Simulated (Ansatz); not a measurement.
# Run report: Mg8S7 (charge +2), geometry relaxation (part 3 of 3)

The same run, continued: Mg8S7 (defect cell, 15 atoms in the cell, total charge +2); DFT PBEsol, scalar-relativistic, plane waves, PAW, no spin polarisation (Ansatz 0.2.0); cutoff 420 eV, 4×4×4 k-mesh, Gaussian smearing of 0.05 eV. The structure derives from a Materials Project entry. It belongs to a series of runs on one base structure; here: atom 12 (S) set half-way to the vacancy, atoms relaxed in the symmetry of that start.

Geometry of the input (Å; fractional positions):
```
4.0288  0.0000  -6.4152
4.0288  0.0000  6.4152
-4.0288  -6.9781  0.0000
Mg 0.9185  0.4148  0.3333
Mg 0.4185  0.9148  0.3333
Mg 0.9185  0.4148  0.8333
Mg 0.4185  0.9148  0.8333
Mg 0.3352  0.3315  0.1667
Mg 0.8352  0.8315  0.1667
Mg 0.3352  0.3315  0.6667
Mg 0.8352  0.8315  0.6667
S  0.1440  0.5227  0.1667
S  0.6440  0.0227  0.6667
S  0.1440  0.5227  0.6667
S  0.6856  0.8144  0.2500
S  0.2273  0.1060  0.3333
S  0.7273  0.6060  0.8333
S  0.2273  0.1060  0.8333
```

Trajectory as extended XYZ, continued
```
15
Lattice="4.0288 0.0000 -6.4152 4.0288 0.0000 6.4152 -4.0288 -6.9781 0.0000" Properties=species:S:1:pos:R:3:forces:R:3 step=7 energy=-21518.13583
Mg    4.0420   -2.5001   -3.1811   -0.0690  -0.0568   0.2313
Mg    3.9314   -2.5284    2.8946   -0.0151  -0.0016   0.0473
Mg    1.9417   -5.6980   -3.0213    0.0047   0.0281   0.0402
Mg    1.7496   -5.5132    3.4631   -0.0070  -0.0297  -0.0189
Mg    2.2051   -1.0753    0.2826   -0.0653  -0.0134  -0.0389
Mg    6.3572   -1.0963   -0.7721    0.0579   0.0717  -0.0211
Mg    0.1125   -4.5439   -0.2020    0.0315   0.0149  -0.0006
Mg    4.1872   -4.5942    0.2489   -0.0444  -0.0706   0.0126
S     1.8658   -1.1416    2.8785    0.0800  -0.0487  -0.0321
S    -0.1670   -4.9174   -3.7911   -0.0276   0.0243   0.0216
S    -0.1815   -4.6367    2.3213    0.0277   0.1017   0.0659
S     4.4526   -2.1289    0.3836   -0.0261  -0.0007  -0.2521
S     0.4618   -2.2381   -1.0680    0.0408   0.0118  -0.0739
S     2.2096   -5.6712   -0.6399    0.0048  -0.0603  -0.0122
S    -1.9449   -5.7967   -0.6233    0.0059   0.0296   0.0301
15
Lattice="4.0288 0.0000 -6.4152 4.0288 0.0000 6.4152 -4.0288 -6.9781 0.0000" Properties=species:S:1:pos:R:3:forces:R:3 step=8 energy=-21518.25004
Mg    4.0439   -2.4961   -2.9838   -0.0156  -0.0863   0.4044
Mg    3.9496   -2.5293    2.8307   -0.1022  -0.0153   0.0875
Mg    1.9480   -5.6907   -3.0206    0.0092  -0.0114  -0.0177
Mg    1.7389   -5.5221    3.4770    0.0019   0.0452  -0.0424
Mg    2.1790   -1.0734    0.2654   -0.1201   0.0039   0.0095
Mg    6.3822   -1.1039   -0.8362    0.0347   0.0441   0.0473
Mg    0.1239   -4.5208   -0.1826    0.0149   0.0050   0.0361
Mg    4.1730   -4.6229    0.2577   -0.0474  -0.0976   0.0015
S     1.8699   -1.1583    2.8968    0.0738   0.0088  -0.1665
S    -0.1728   -4.9209   -3.7780    0.0015   0.0312  -0.0593
S    -0.1792   -4.5795    2.3590    0.0202   0.1237   0.0412
S     4.4110   -2.1500    0.2698    0.0378  -0.0138  -0.4012
S     0.4909   -2.2481   -1.1361    0.0746   0.0641  -0.0173
S     2.1979   -5.6839   -0.6373    0.0129  -0.0946   0.0251
S    -1.9330   -5.7801   -0.6076    0.0027  -0.0064   0.0512
15
Lattice="4.0288 0.0000 -6.4152 4.0288 0.0000 6.4152 -4.0288 -6.9781 0.0000" Properties=species:S:1:pos:R:3:forces:R:3 step=9 energy=-21518.40030
Mg    4.0649   -2.5071   -2.7897   -0.0567  -0.0654   0.4911
Mg    3.9424   -2.5301    2.7875   -0.1104  -0.0215   0.1467
Mg    1.9565   -5.6872   -3.0250    0.0239  -0.0213  -0.0513
Mg    1.7372   -5.5067    3.4819    0.0094   0.0365  -0.0743
Mg    2.1572   -1.0720    0.2556   -0.1669   0.0197   0.0319
Mg    6.4043   -1.1113   -0.8756    0.0639   0.0479   0.0875
Mg    0.1316   -4.5016   -0.1633    0.0049   0.0128   0.0704
Mg    4.1616   -4.6535    0.2506   -0.0355  -0.1187   0.0223
S     1.8578   -1.1683    2.8967    0.1149   0.0180  -0.2275
S    -0.1695   -4.9219   -3.7828    0.0032   0.0583  -0.0946
S    -0.1784   -4.5214    2.3922    0.0325   0.1086   0.0497
S     4.3772   -2.1739    0.1693    0.0710  -0.0330  -0.5688
S     0.5167   -2.2535   -1.1839    0.0327   0.0647   0.0175
S     2.1836   -5.6988   -0.6372    0.0103  -0.1098   0.0431
S    -1.9202   -5.7727   -0.6021    0.0013   0.0038   0.0554
15
Lattice="4.0288 0.0000 -6.4152 4.0288 0.0000 6.4152 -4.0288 -6.9781 0.0000" Properties=species:S:1:pos:R:3:forces:R:3 step=10 energy=-21518.56651
Mg    4.0801   -2.5098   -2.5981   -0.1327  -0.0779   0.3398
Mg    3.9315   -2.5310    2.7517   -0.1229  -0.0394   0.2201
Mg    1.9687   -5.6900   -3.0317    0.0388  -0.0053  -0.0773
Mg    1.7422   -5.4931    3.4817    0.0034   0.0588  -0.0838
Mg    2.1320   -1.0689    0.2505   -0.1926   0.0438   0.0398
Mg    6.4329   -1.1141   -0.9148    0.0726   0.0433   0.1200
Mg    0.1387   -4.4808   -0.1289   -0.0106   0.0095   0.1008
Mg    4.1516   -4.6883    0.2406   -0.0176  -0.1333   0.0226
S     1.8392   -1.1846    2.8920    0.1974   0.0515  -0.2790
S    -0.1606   -4.9216   -3.7926    0.0093   0.0914  -0.1260
S    -0.1749   -4.4552    2.4403    0.0388   0.0441   0.0168
S     4.3371   -2.2041    0.0422    0.1495  -0.0078  -0.4650
S     0.5430   -2.2613   -1.2241   -0.0398   0.0680   0.0564
S     2.1663   -5.7117   -0.6363    0.0016  -0.1485   0.0532
S    -1.9046   -5.7655   -0.5985    0.0033   0.0023   0.0607
15
Lattice="4.0288 0.0000 -6.4152 4.0288 0.0000 6.4152 -4.0288 -6.9781 0.0000" Properties=species:S:1:pos:R:3:forces:R:3 step=11 energy=-21518.58765
Mg    4.0370   -2.4680   -2.4178   -0.1854  -0.1034  -0.8777
Mg    3.8735   -2.5425    2.8216    0.0315  -0.0588   0.1042
Mg    1.9912   -5.6959   -3.0541    0.0142   0.0166   0.0002
Mg    1.7880   -5.3991    3.4609    0.0276  -0.0434  -0.0090
Mg    2.1024   -1.0525    0.2694    0.0683  -0.0228   0.0142
Mg    6.4717   -1.1331   -0.9528   -0.1337  -0.0407   0.1986
Mg    0.1528   -4.4767   -0.0346   -0.0403   0.0183   0.0811
Mg    4.1415   -4.7746    0.1641    0.0291   0.1638   0.0024
S     1.8101   -1.1860    2.8344    0.2238  -0.0169  -0.0350
S    -0.1192   -4.9108   -3.8770   -0.0491   0.1005   0.0700
S    -0.1700   -4.3685    2.5067    0.0410  -0.0273   0.0071
S     4.3209   -2.2545   -0.1157    0.1527   0.1051   0.6354
S     0.5601   -2.2775   -1.1806   -0.1561  -0.0667  -0.1367
S     2.1236   -5.7707   -0.6352   -0.0127  -0.0263  -0.0136
S    -1.8605   -5.7696   -0.6154   -0.0113   0.0009  -0.0422
15
Lattice="4.0288 0.0000 -6.4152 4.0288 0.0000 6.4152 -4.0288 -6.9781 0.0000" Properties=species:S:1:pos:R:3:forces:R:3 step=12 energy=-21518.69557
Mg    4.1376   -2.4697   -2.5906   -0.0319  -0.0427  -0.3024
Mg    3.8797   -2.5434    2.9655   -0.0301  -0.0549   0.0868
Mg    2.0029   -5.6861   -3.0192    0.0166  -0.0050  -0.0108
Mg    1.8344   -5.4559    3.4269    0.0185   0.0205   0.0024
Mg    2.1081   -1.0647    0.2414    0.0239  -0.0434  -0.0027
Mg    6.3908   -1.1094   -0.8458   -0.0267  -0.0151   0.0901
Mg    0.1050   -4.5181   -0.0145   -0.0119   0.0255   0.0190
Mg    4.1472   -4.7127    0.1429   -0.0037   0.0674   0.0038
S     1.8958   -1.1400    2.7890    0.0704  -0.0327   0.0102
S    -0.0817   -4.8757   -3.8821   -0.0207   0.0677  -0.0029
S    -0.1361   -4.4429    2.4912    0.0168   0.0160   0.0116
S     4.2785   -2.2442   -0.2131    0.0506   0.0321   0.2031
S     0.4396   -2.2913   -1.0668   -0.0510   0.0063  -0.0724
S     2.1160   -5.7393   -0.6064   -0.0148  -0.0311   0.0027
S    -1.8948   -5.7865   -0.6444   -0.0061  -0.0106  -0.0370
15
Lattice="4.0288 0.0000 -6.4152 4.0288 0.0000 6.4152 -4.0288 -6.9781 0.0000" Properties=species:S:1:pos:R:3:forces:R:3 step=13 energy=-21518.72280
Mg    4.2085   -2.4501   -2.7384    0.0010   0.0111  -0.0229
Mg    3.8645   -2.5776    3.1283    0.0179   0.0105  -0.0080
Mg    2.0075   -5.6924   -2.9922    0.0101  -0.0058  -0.0076
Mg    1.8701   -5.4553    3.4010   -0.0091  -0.0215  -0.0151
Mg    2.1403   -1.0764    0.2204    0.0038  -0.0115  -0.0055
Mg    6.3512   -1.0935   -0.7458    0.0055   0.0011   0.0140
Mg    0.0559   -4.5481    0.0083    0.0084   0.0041   0.0079
Mg    4.1355   -4.6664    0.1034   -0.0069  -0.0024   0.0082
S     1.9823   -1.1167    2.7488    0.0049  -0.0114  -0.0040
S    -0.0497   -4.8511   -3.9068   -0.0088   0.0269  -0.0098
S    -0.1287   -4.4850    2.4900    0.0202   0.0219  -0.0001
S     4.2529   -2.2433   -0.3370   -0.0263  -0.0208   0.0280
S     0.3718   -2.2969   -0.9537   -0.0195   0.0064   0.0390
S     2.0894   -5.7271   -0.5793    0.0029  -0.0047  -0.0015
S    -1.9284   -5.8002   -0.6730   -0.0037  -0.0041  -0.0223
15
Lattice="4.0288 0.0000 -6.4152 4.0288 0.0000 6.4152 -4.0288 -6.9781 0.0000" Properties=species:S:1:pos:R:3:forces:R:3 step=14 energy=-21518.71917 accepted=F
Mg    4.2323   -2.4358   -2.7920    0.0709  -0.0361   0.0229
Mg    3.9061   -2.5359    3.2063   -0.1015  -0.0776   0.0351
Mg    2.0344   -5.6953   -3.0010   -0.0374   0.0055  -0.0066
Mg    1.9040   -5.4858    3.3487    0.0593   0.1153   0.0814
Mg    2.1271   -1.0871    0.2119   -0.0060   0.0462   0.0096
Mg    6.2867   -1.0936   -0.7025   -0.0204  -0.0075  -0.0110
Mg    0.0462   -4.5753    0.0236   -0.0624  -0.0249  -0.0582
Mg    4.1346   -4.6749    0.0975    0.0455  -0.0108  -0.0242
S     2.0207   -1.1074    2.7379    0.0110   0.0223  -0.0075
S    -0.0119   -4.7899   -3.9038    0.0312  -0.0160  -0.0024
S    -0.0979   -4.4934    2.4882   -0.0433  -0.0352  -0.0203
S     4.1968   -2.2683   -0.3924    0.0309   0.0374  -0.0245
S     0.2959   -2.2953   -0.8507    0.0272   0.0025  -0.0486
S     2.0844   -5.7261   -0.5851   -0.0108   0.0071   0.0482
S    -1.9363   -5.8161   -0.7126    0.0058  -0.0282   0.0061
15
Lattice="4.0288 0.0000 -6.4152 4.0288 0.0000 6.4152 -4.0288 -6.9781 0.0000" Properties=species:S:1:pos:R:3:forces:R:3 step=15 energy=-21518.72646
Mg    4.2315   -2.4425   -2.7683   -0.0008   0.0009  -0.0023
Mg    3.8733   -2.5646    3.1706    0.0049   0.0008   0.0069
Mg    2.0200   -5.6924   -2.9870    0.0015   0.0004   0.0034
Mg    1.8890   -5.4576    3.3733    0.0046   0.0011  -0.0050
Mg    2.1358   -1.0833    0.2139   -0.0019  -0.0036  -0.0010
Mg    6.3222   -1.0925   -0.7136   -0.0005   0.0021   0.0072
Mg    0.0409   -4.5648    0.0129   -0.0016   0.0013  -0.0029
Mg    4.1395   -4.6704    0.0959   -0.0021   0.0002  -0.0017
S     2.0046   -1.1065    2.7388    0.0029  -0.0013  -0.0041
S    -0.0260   -4.8233   -3.9093   -0.0012   0.0061  -0.0018
S    -0.1185   -4.4877    2.4881    0.0018  -0.0009  -0.0026
S     4.2287   -2.2551   -0.3673   -0.0057  -0.0043  -0.0026
S     0.3330   -2.2988   -0.9028   -0.0027  -0.0017   0.0051
S     2.0842   -5.7260   -0.5709   -0.0004   0.0003   0.0021
S    -1.9350   -5.8144   -0.7001    0.0013  -0.0014  -0.0007
15
Lattice="4.0288 0.0000 -6.4152 4.0288 0.0000 6.4152 -4.0288 -6.9781 0.0000" Properties=species:S:1:pos:R:3:forces:R:3 step=16 energy=-21518.72741
Mg    4.2542   -2.4380   -2.8100    0.0072  -0.0072   0.0086
Mg    3.8809   -2.5573    3.2182   -0.0162  -0.0081  -0.0123
Mg    2.0282   -5.6943   -2.9746   -0.0042   0.0043  -0.0056
Mg    1.9101   -5.4575    3.3530    0.0044   0.0124   0.0012
Mg    2.1340   -1.0894    0.2068   -0.0053   0.0060  -0.0031
Mg    6.2973   -1.0891   -0.6799   -0.0139  -0.0059  -0.0096
Mg    0.0238   -4.5796    0.0197   -0.0087  -0.0094  -0.0067
Mg    4.1406   -4.6649    0.0857    0.0055  -0.0067  -0.0024
S     2.0306   -1.0969    2.7258    0.0042  -0.0050   0.0015
S    -0.0032   -4.7999   -3.9138    0.0042   0.0098   0.0067
S    -0.1107   -4.5013    2.4874    0.0002   0.0006   0.0081
S     4.2064   -2.2616   -0.4131   -0.0005   0.0026  -0.0074
S     0.2978   -2.3021   -0.8552    0.0189   0.0049   0.0190
S     2.0772   -5.7234   -0.5569    0.0020   0.0000   0.0001
S    -1.9441   -5.8249   -0.7191    0.0023   0.0018   0.0019
```

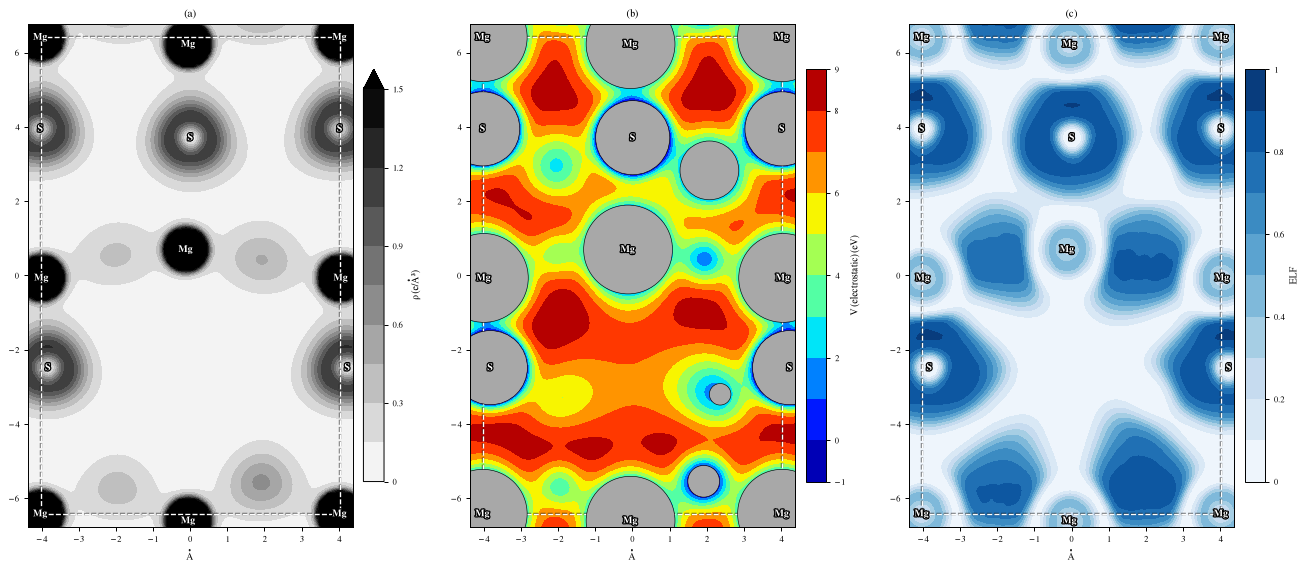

*(a) valence charge density (pseudo); (b) electrostatic potential (local pseudopotential plus Hartree) felt by an electron; (c) electron localisation function on the (110) plane of the calculation cell. Grey discs, where drawn, cover atomic cores.*

Atoms in the plane: Mg and S. Mg–S (2.42 Å): the density is about 0.38 e/Å³ at the midpoint; the ELF is about 0.80 at the midpoint. Mg–S (2.47 Å): the density is about 0.34 e/Å³ at the midpoint; the ELF is about 0.80 at the midpoint. Mg–S (2.47 Å): ρ at the midpoint is about 0.34 e/Å³; the ELF is about 0.80 at the midpoint. The density dies away to nearly zero in the voids. Outside the cores the potential energy rises away from the atoms and is highest about 2.1 Å from the nearest atoms; outside the discs it spans about 10 eV, and its zero is arbitrary. Core electrons are frozen (PAW), so the fields are smoothed inside the atomic spheres.

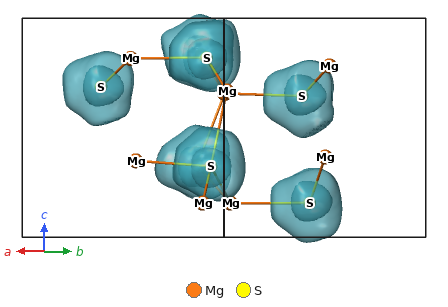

*Isosurface of the electron localisation function at 0.8 (cyan), seen along [110]. Only the valence region is drawn (cores and ρ < 0.01 e/Å³ removed). Sticks mark near contacts. The outline is the calculation cell.*

Along the contacts the grid gives the following. Mg–S (2.35 Å): the ELF is about 0.80 at the midpoint. Mg–S (2.40 Å): the ELF is about 0.80 at the midpoint.

Key numbers

| quantity | value |
| --- | --- |
| outcome | converged |
| electrons treated | 120 |
| free energy | −21518.7274 eV |
| Fermi energy | 3.822 eV |
| gap on the k-point mesh | 2.34 eV |
| pressure | 2.59 GPa |
| final volume | 360.70 Å³ |
| largest force (length of the vector) at the end | 0.027 eV/Å |
| hardware | 4 threads of Arm Neoverse V1, 24 GiB of memory available, shared host |
| wall time | 7.9 min (CPU time 31 min) |
| peak memory | 1.3 GiB |

Notes

The program warns: the SCF threshold is looser than advised for the printed stress.
